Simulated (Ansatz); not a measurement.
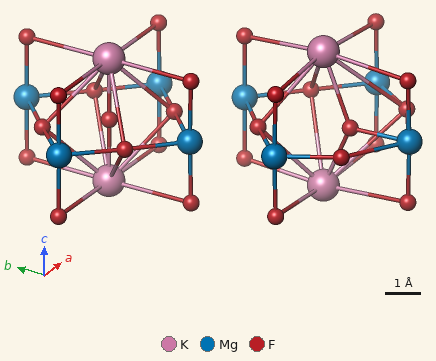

Two geometries of a defect cell of composition K₈Mg₈F₂₅, drawn at one scale. One is the start of a relaxation, the other its converged end. Style: ball-and-stick. Shown: the atoms within 4.2 Å of the atom that moves most (axes of the conventional cell (2 times the calculation's cell) (origin shifted)), from a free direction. Lengths and directions refer to the drawn axes.

Method: DFT, PBEsol, PAW, plane waves in Ansatz 0.2.0. Settings: plane-wave cutoff 420 eV; k-point mesh 1 × 1 × 1; mesh shifted by (0.25, 0.25, 0.25); collinear spin; atoms relaxed in a fixed cell; force threshold 0.03 eV/Å; at most 80 steps.

**Which one is relaxed?**

The right one is the relaxed one. The largest move is that of an F atom, 0.86 Å roughly along −b. Largest moves by element: F 0.86 Å, K 0.24 Å, Mg 0.09 Å. The lattice vectors keep their values. Some distances before and after: F–Mg 2.774 → 1.960 Å, F–K 2.821 → 3.439 Å, F–K 2.842 → 3.435 Å, F–K 2.788 → 3.346 Å. New bonds form: F–Mg (2.77 → 1.96 Å). Among the angles between lasting bonds that change: K–F–K 178.0° → 130.3°. After 9 geometry steps the energy has fallen by 2.737 eV per cell of the calculation. The largest force component goes from 4.6 to 0.012 eV/Å. The run took 30 s on 8 threads of Intel(R) Xeon(R) 6975P-C, peak memory 1.4 GiB.

Limits of the set-up: the periodic images lie only 8.0 Å apart, so the values are limited by the cell's size.
